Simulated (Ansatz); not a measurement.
```cif
data_structure
_symmetry_space_group_name_H-M 'P 1'
_symmetry_Int_Tables_number 1
_cell_length_a 7.3106
_cell_length_b 7.3106
_cell_length_c 9.8340
_cell_angle_alpha 70.349
_cell_angle_beta 70.349
_cell_angle_gamma 71.250
_cell_volume 453.09
loop_
_atom_site_label
_atom_site_type_symbol
_atom_site_fract_x
_atom_site_fract_y
_atom_site_fract_z
_atom_site_occupancy
Si1 Si 0.10189 0.56478 0.95660 1
Si2 Si 0.40252 0.93577 0.04031 1
Si3 Si 0.00316 0.00072 0.27262 1
O1 O 0.32326 0.46125 0.98264 1
O2 O 0.18318 0.04405 0.12442 1
O3 O 0.93041 0.51671 0.11049 1
O4 O 0.57901 0.30902 0.14919 1
O5 O 0.92026 0.19214 0.34239 1
O6 O 0.57527 0.98321 0.08321 1
Si4 Si 0.09669 0.56708 0.45688 1
Si5 Si 0.39794 0.93257 0.53862 1
Si6 Si 0.99864 0.99846 0.77150 1
O7 O 0.31817 0.45583 0.48161 1
O8 O 0.17475 0.03946 0.61950 1
O9 O 0.93217 0.51517 0.61413 1
O10 O 0.57884 0.30897 0.64605 1
O11 O 0.92080 0.18993 0.84126 1
O12 O 0.56148 0.98465 0.58879 1
Si7 Si 0.60309 0.06892 0.20504 1
Si8 Si 0.89723 0.43225 0.28950 1
Si9 Si 0.49590 0.49925 0.52102 1
O13 O 0.82772 0.96483 0.22491 1
O14 O 0.67207 0.53667 0.36819 1
O15 O 0.43302 0.01863 0.35940 1
O16 O 0.08403 0.80607 0.39618 1
O17 O 0.41352 0.69329 0.58855 1
O18 O 0.06473 0.48323 0.33586 1
Si10 Si 0.59636 0.06994 0.70757 1
Si11 Si 0.90268 0.42888 0.79257 1
Si12 Si 0.50152 0.50182 0.02364 1
O19 O 0.81771 0.95996 0.73216 1
O20 O 0.68214 0.53896 0.87427 1
O21 O 0.42659 0.02385 0.86244 1
O22 O 0.07942 0.80440 0.89496 1
O23 O 0.42214 0.69637 0.08978 1
O24 O 0.07522 0.47414 0.83710 1
H1 H 0.74965 0.75053 0.45880 1
```

PAW files of the earlier set (soft_1); spin-polarised.

These are results of DFT PBEsol, scalar-relativistic, plane waves, PAW in Ansatz 0.2.0, not measurements.

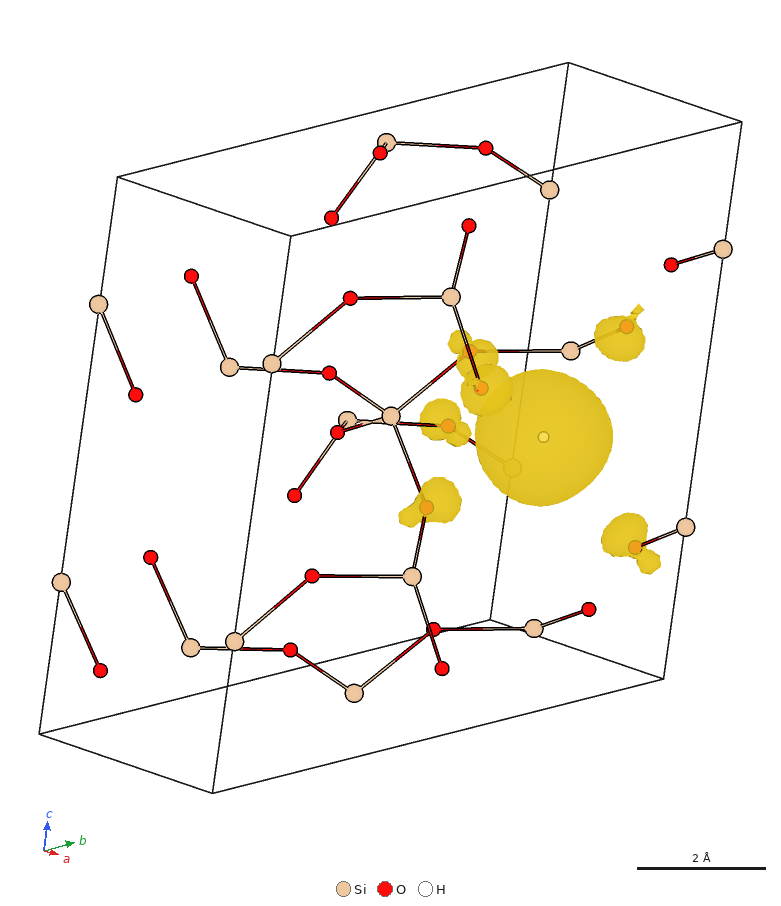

Si12HO24 (cell with a defect). Isosurface of the spin density at +0.03 e/Å³ (yellow), seen slightly off an axis. Sticks mark near contacts.

In a PAW calculation such maps are meaningful between the atoms, not at the nuclei.

Q: Which atoms carry the moments, and with what signs?

A: The spin density sits on H: +0.7 μB in one cell of 37 atoms: a single local moment. The cell of the calculation (37 atoms) carries 1.0 μB of net spin moment.
